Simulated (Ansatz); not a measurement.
Two G0W0 runs on HfS2 (layers cut from the bulk crystal).

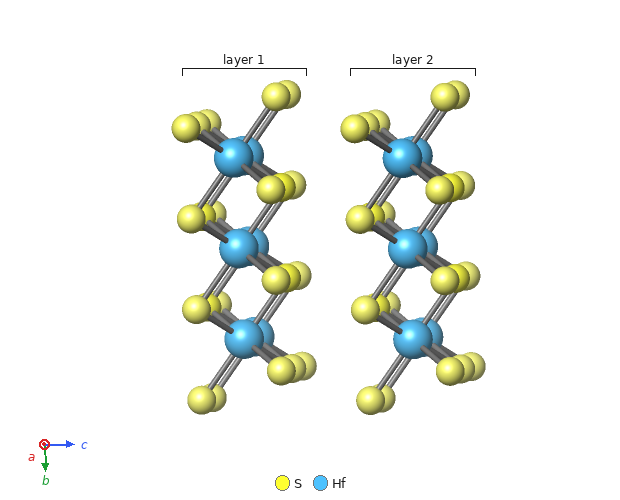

The structure (sulfur yellow, hafnium blue). 1×2×1 cells are drawn. Some periodic images of atoms are drawn too.

The cell holds 6 atoms: 4 S and 2 Hf. Its edges and angles: a = 3.616 Å, b = 3.616 Å, c = 40.600 Å, α = 90.0°, β = 90.0°, γ = 120.0°. It derives from HfS2. Regions: layer 1, 3 atoms (2 S and 1 Hf); layer 2, 3 atoms (2 S and 1 Hf). Vacuum lies along c.

```xyz
6
Lattice="3.6161 0.0000 0.0000 -1.8080 3.1316 0.0000 0.0000 0.0000 40.6000" Properties=species:S:1:pos:R:3
S     0.0000    2.0877   15.9512
Hf    0.0000    0.0000   17.4067
S     1.8080    1.0439   18.8593
S     0.0000    2.0877   21.7407
Hf    0.0000    0.0000   23.1933
S     1.8080    1.0439   24.6488
```

The structure was relaxed with PBE-D3(BJ). The runs that relaxed it are not among those shown. Spin-orbit coupling is left out unless a run names it.

The first (Ansatz 0.2.0; start PBE, 6×6×1 mesh, 369 empty bands, screening to 50 eV, PAW set soft_1 files; 4 threads of Arm Neoverse V2, shared host) gave, on its mesh: starting gap 1.14 eV, G0W0 gap 2.05 eV, mean of 1 + 4πα/V (set by the cell height) 3.17, 2.3 min.

The second changes empty bands from 369 to 154 and screening cutoff (eV) from 50.0 to 28. What does it give?

It gave: starting gap 1.14 eV, G0W0 gap 2.03 eV, mean of 1 + 4πα/V (set by the cell height) 3.19, 46 s. The G0W0 gap moves by −0.01 eV, +0.00 eV from the start and −0.01 eV from the correction. Σc changes by +0.26 eV at the valence top and +0.25 eV at the conduction bottom, and Σx − Vxc between them by +0.0001 eV.

Limits: not at the basis limit; coarse mesh for a sheet; no spin-orbit coupling.

[Paths, hosts, dates, memory and timing lines, banners, echoed tables and standing remarks are left out of the program output.]

[Logs are printed without paths, hosts, clocks, repeated set-up lines and the standing remarks that a program may print on its own settings, such as how far it seeks lower states.]

[Runs of the session that timed out or met a known fault of the program may be left out.]

[Cells called generated may have been cut or substituted from an entry of the Crystallography Open Database or the Materials Project.]

[Hosts, paths, dates, database ids (printed as entryN), source tags and the programs' standing remarks are cut or masked in the printed files.]
